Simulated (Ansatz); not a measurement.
# KBr: a changed input and its effect

System: KBr (Fm-3m, 2 atoms in the cell).
Method of run A: Kohn-Sham DFT of a periodic cell, PBEsol, all-electron LAPW, scalar-relativistic, no spin polarisation (Ansatz 0.2.0).

The structure derives from an entry of the Crystallography Open Database. Text and figures count atoms from 1; the logs count them from 0 in places.

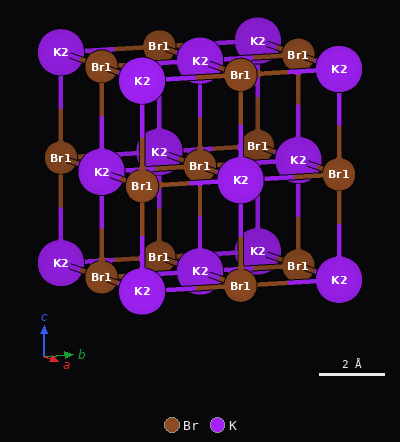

Fig. 1: The starting structure (ball-and-stick view of the cell 4 times as large as that of the calculation, set on its symmetry axes, seen slightly off an axis; atoms are numbered from 1 in the order of the input).

Input file, run A:
```yaml
crystal:
  lattice:
    - [0.0, 3.3, 3.3]
    - [3.3, 0.0, 3.3]
    - [3.3, 3.3, 0.0]
  atoms:
    - { symbol: Br, position: [0.5, 0.5, 0.5] }
    - { symbol: K, position: [0.0, 0.0, 0.0] }
kpoints:
  mp_grid: { grid: [7, 7, 7] }
scf:
  occupations: { method: fermi_dirac, width: 0.05 }
hamiltonian:
  xc: pbesol
  pseudopotentials: { kind: all_electron, lapw: { basis_error: 0.001 } }
output:
  forces: true
  stress: true
relax:
  f_tol: 0.02
  max_steps: 60
  cell: {}
```

Command:
```bash
ansatz run input.yaml --threads 1 --pin off --max-ram 3072MiB --backend cpu --events-out ev --progress --plain --runs-dir out
```

Hardware: 1 thread of Arm Neoverse V1, 24 GiB of memory available, shared host.

Output, shortened to warnings, some set-up lines, iterations and results (run A):
```
Basis set: ecut = 137.47375220273375 eV, 259 PW (Γ), exchange–correlation at level 2
Symmetry: 48 space group operations
k-points: 20 of 343
Initial density: superposition of atomic densities (chi_scale 0.1, normalization cell, long waves kept (reshape's long-wave potential 0.00 eV rms))
[...]
SCF iter   1: F=—  HF=-87244.964882 eV  |F-HF|=—  |Δ(HF+E_count)|=         —  Δρ=1.37e-2  dr2=3.58e-1  ethr=1.05e-3  ⟨swp⟩=2.1  Hψ=2687  notcnv=0
SCF iter   2: F=—  HF=-87244.809431 eV  |F-HF|=—  |Δ(HF+E_count)|=   1.55e-1  Δρ=3.19e-3  dr2=1.69e-2  ethr=4.98e-5  ⟨swp⟩=2.0  Hψ=2278  notcnv=0
SCF iter   3: F=—  HF=-87244.813603 eV  |F-HF|=—  |Δ(HF+E_count)|=   4.17e-3  Δρ=1.90e-3  dr2=6.50e-3  ethr=4.97e-5  ⟨swp⟩=2.0  Hψ=1377  notcnv=0
SCF iter   4: F=—  HF=-87244.817809 eV  |F-HF|=—  |Δ(HF+E_count)|=   4.21e-3  Δρ=3.18e-4  dr2=1.54e-4  ethr=1.91e-5  ⟨swp⟩=2.9  Hψ=1399  notcnv=0
SCF iter   5: F=—  HF=-87244.818062 eV  |F-HF|=—  |Δ(HF+E_count)|=   2.52e-4  Δρ=6.21e-5  dr2=5.18e-6  ethr=4.53e-7  ⟨swp⟩=3.0  Hψ=1352  notcnv=0
[... 15 lines ...]
relax step   3: F+E_penalty+E_count = -87244.81977059 eV  Δ(F+E_penalty+E_count) = -5.321e-4 eV  max|allowed force component| = 3.246e-31 eV/Å  Δτ_max = 0.0000 Å  P = +0.009 …
SCF iter   1: F=—  HF=-87244.819791 eV  |F-HF|=—  |Δ(HF+E_count)|=         —  Δρ=5.27e-6  dr2=5.13e-8  ethr=1.51e-10  ⟨swp⟩=6.7  Hψ=2423  notcnv=0
SCF iter   2: F=-87244.819771 eV  HF=-87244.819771 eV  |F-HF|=6.26e-9  |Δ(HF+E_count)|=   2.03e-5  Δρ=2.52e-6  dr2=1.13e-8  ethr=1.51e-10  ⟨swp⟩=3.0  Hψ=1460  notcnv=0
SCF 4 converged in 2 iterations: F = -87244.819771 eV  dr2 = 1.13e-8
relax step   4: F+E_penalty+E_count = -87244.81977073 eV  Δ(F+E_penalty+E_count) = -1.385e-7 eV  max|allowed force component| = 2.383e-31 eV/Å  Δτ_max = 0.0000 Å  P = +0.009 …
basis re-selected at this cell: Δ(F+E_penalty+E_count) = -1.385e-7 eV, ΔP = -0.000 GPa vs the last step (what re-selecting the basis moved, after the strain that the cell walked since its last selection, with what the two solves' SCF thresholds leave and, on support functions, any second-order …
SCF converged after 2 iterations
Free energy (F): -87244.819771 eV
Harris-Foulkes:  -87244.819771 eV  (|F-HF|=6.26e-9)
Internal energy: -87244.819771 eV  (E = F + TS)
E sigma→0 (E₀):  -87244.819771 eV
Fermi energy:    4.463965 eV
--- Per-component energies (eV) ---
  E_band       = -2101.797062
  E_kinetic    = 89128.984416
  E_xc         = -3352.805319
  E_electrostatic = -173020.998868  (all electrons and nuclei)
  E_smearing   = -0.000000  (= −TS)
  E_closure    = 0.000000  (closes the sum)
  E_atoms      = -87238.396211  (free atoms, spherical and without spin; not in F)
  Σ components = -87244.819771   (vs F -87244.819771, Δ=0.00e0)
  Basis errors (estimates in eV, not in F): energy 4.5e-4 per atom: plane waves 4.3e-4 (2.3e-4 summed), levels above the bands 1.5e-48, relativity 7.5e-9, radial functions 2.2e-5, core shells 4.8e-7; eigenvalues (radial functions only) 2.3e-6; not estimated: angular momenta, meshes, grids; target …
--- Forces (eV/Å), atoms counted from 1 ---
  atom   1  Br     0.00000000    -0.00000000     0.00000000
  atom   2  K     -0.00000000    -0.00000000     0.00000000
  max |Σ_I F_I| component: 2.88e-31 eV/Å
--- Stress (GPa, compression-positive) ---
        0.008989       0.000000      -0.000000
        0.000000       0.008989       0.000000
       -0.000000       0.000000       0.008989
  P = ⅓ Tr σ = 0.0090 GPa (0.090 kbar)
--- Relaxed structure (3 steps of the walk, 3 accepted, 1 SCFs on fresh bases) ---
  F+E_penalty+E_count = -87244.81977073 eV   max|allowed force component| = 2.383e-31 eV/Å   (the final SCF, on the basis selected at the relaxed cell)
  cell:  # Å, volume = 70.2143 Å³
    - [3.2164535957653403e-34, 3.274400861373994, 3.274400861373994]
    - [3.274400861373994, 2.4205387108062732e-34, 3.274400861373994]
    - [3.274400861373994, 3.274400861373994, -9.869913361926522e-35]
  atoms:
    - { symbol: Br, position: [0.5, 0.5, 0.5] }
    - { symbol: K, position: [2.431729727871138e-36, -1.595822633906622e-36, -3.4196199298141226e-36] }
```

For run B the input was changed thus:
```diff
-  xc: pbesol
+  xc: revpbe
+  dispersion: d3bj
-  f_tol: 0.02
+  f_tol: 0.005
```

How does run B compare with run A?

The total energies belong to different models, so their difference says nothing on which is more stable or more accurate. The volume per atom goes from 35.11 to 36.03 Å³. The functional changes from PBEsol to revPBE. The SCF takes 12 iterations over all geometry steps against 17.

Output, shortened to warnings, some set-up lines, iterations and results (run B):
```
Basis set: ecut = 136.69101809829067 eV, 259 PW (Γ), exchange–correlation at level 2
Symmetry: 48 space group operations
k-points: 20 of 343
Initial density: superposition of atomic densities (chi_scale 0.1, normalization cell, long waves kept (reshape's long-wave potential 0.00 eV rms))
[...]
SCF iter   1: F=—  HF=-87321.766400 eV  |F-HF|=—  |Δ(HF+E_count)|=         —  Δρ=1.50e-2  dr2=4.26e-1  ethr=1.25e-3  ⟨swp⟩=2.0  Hψ=2685  notcnv=0
SCF iter   2: F=—  HF=-87321.595488 eV  |F-HF|=—  |Δ(HF+E_count)|=   1.71e-1  Δρ=3.75e-3  dr2=2.46e-2  ethr=7.25e-5  ⟨swp⟩=2.0  Hψ=2295  notcnv=0
SCF iter   3: F=—  HF=-87321.613445 eV  |F-HF|=—  |Δ(HF+E_count)|=         —  Δρ=2.07e-3  dr2=7.72e-3  ethr=7.24e-5  ⟨swp⟩=2.9  Hψ=1421  notcnv=0
SCF iter   4: F=—  HF=-87321.622818 eV  |F-HF|=—  |Δ(HF+E_count)|=   9.37e-3  Δρ=4.07e-4  dr2=2.51e-4  ethr=2.27e-5  ⟨swp⟩=3.0  Hψ=1441  notcnv=0
SCF iter   5: F=—  HF=-87321.623641 eV  |F-HF|=—  |Δ(HF+E_count)|=   8.23e-4  Δρ=7.96e-5  dr2=8.32e-6  ethr=7.38e-7  ⟨swp⟩=3.0  Hψ=1442  notcnv=0
[... 8 lines ...]
relax step   2: F+E_penalty+E_count = -87321.62374937 eV  Δ(F+E_penalty+E_count) = -8.324e-5 eV  max|allowed force component| = 2.547e-31 eV/Å  Δτ_max = 0.0000 Å  P = +0.049 …
SCF iter   1: F=—  HF=-87321.623783 eV  |F-HF|=—  |Δ(HF+E_count)|=         —  Δρ=2.43e-6  dr2=1.16e-8  ethr=3.50e-11  ⟨swp⟩=6.9  Hψ=2534  notcnv=0
SCF iter   2: F=-87321.623749 eV  HF=-87321.623749 eV  |F-HF|=5.30e-9  |Δ(HF+E_count)|=   3.39e-5  Δρ=1.05e-6  dr2=1.50e-9  ethr=3.40e-11  ⟨swp⟩=3.9  Hψ=1543  notcnv=0
SCF 3 converged in 2 iterations: F = -87321.623749 eV  dr2 = 1.50e-9
relax step   3: F+E_penalty+E_count = -87321.62374936 eV  Δ(F+E_penalty+E_count) = +1.086e-8 eV  max|allowed force component| = 3.287e-31 eV/Å  Δτ_max = 0.0000 Å  P = +0.049 …
basis re-selected at this cell: Δ(F+E_penalty+E_count) = +1.086e-8 eV, ΔP = +0.000 GPa vs the last step (what re-selecting the basis moved, after the strain that the cell walked since its last selection, with what the two solves' SCF thresholds leave and, on support functions, any second-order …
SCF converged after 2 iterations
Free energy (F): -87321.623749 eV
Harris-Foulkes:  -87321.623749 eV  (|F-HF|=5.30e-9)
Internal energy: -87321.623749 eV  (E = F + TS)
E sigma→0 (E₀):  -87321.623749 eV
Fermi energy:    4.646611 eV
--- Per-component energies (eV) ---
  E_band       = -2103.737008
  E_kinetic    = 89218.510424
  E_xc         = -3430.992724
  E_electrostatic = -173108.388024  (all electrons and nuclei)
  E_disp       = -0.753425  (pairwise vdW)
  E_smearing   = -0.000000  (= −TS)
  E_closure    = 0.000000  (closes the sum)
  E_atoms      = -87315.034199  (free atoms, spherical and without spin; not in F)
  Σ components = -87321.623749   (vs F -87321.623749, Δ=0.00e0)
  Basis errors (estimates in eV, not in F): energy 5.1e-4 per atom: plane waves 4.7e-4 (2.5e-4 summed), levels above the bands 6.8e-49, relativity 3.2e-8, radial functions 4.2e-5, core shells 4.0e-7; eigenvalues (radial functions only) 2.5e-6; not estimated: angular momenta, meshes, grids; target …
--- Forces (eV/Å), atoms counted from 1 ---
  atom   1  Br     0.00000000    -0.00000000     0.00000000
  atom   2  K     -0.00000000    -0.00000000     0.00000000
  max |Σ_I F_I| component: 3.94e-31 eV/Å
--- Stress (GPa, compression-positive) ---
        0.048797      -0.000000      -0.000000
       -0.000000       0.048797       0.000000
       -0.000000       0.000000       0.048797
  P = ⅓ Tr σ = 0.0488 GPa (0.488 kbar)
--- Relaxed structure (2 steps of the walk, 2 accepted, 1 SCFs on fresh bases) ---
  F+E_penalty+E_count = -87321.62374936 eV   max|allowed force component| = 3.287e-31 eV/Å   (the final SCF, on the basis selected at the relaxed cell)
  cell:  # Å, volume = 72.0683 Å³
    - [5.09473899796394e-35, 3.3029710726040773, 3.3029710726040773]
    - [3.3029710726040773, 1.1464587074015075e-34, 3.3029710726040773]
    - [3.3029710726040773, 3.3029710726040773, -1.2744760431555468e-35]
  atoms:
    - { symbol: Br, position: [0.5, 0.5, 0.5] }
    - { symbol: K, position: [-6.079324319404154e-37, 5.699366549441394e-37, 1.3298521948696588e-36] }
```

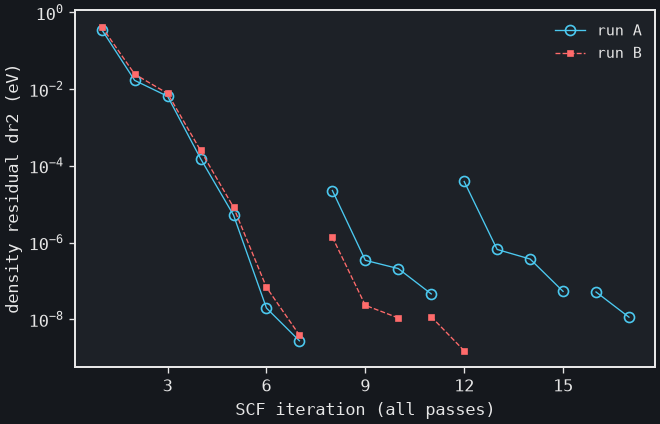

Fig. 2: Convergence of the two runs: density residual dr2 against the SCF iteration. A break in a curve parts two SCF passes. Run A takes 17 iterations in all, and run B takes 12.

The two runs side by side:

| quantity | run A | run B |
| --- | --- | --- |
| outcome | converged | converged |
| free energy per atom (eV) | −43622.4099 | −43660.8119 |
| pressure (GPa) | 0.01 | 0.05 |
| volume per atom (Å³) | 35.11 | 36.03 |
| largest force (eV/Å) | 0.000 | 0.000 |
| SCF iterations | 17 | 12 |
| irreducible k-points | 20 | 20 |
| wall time (shared host) | 8.8 s | 6.9 s |
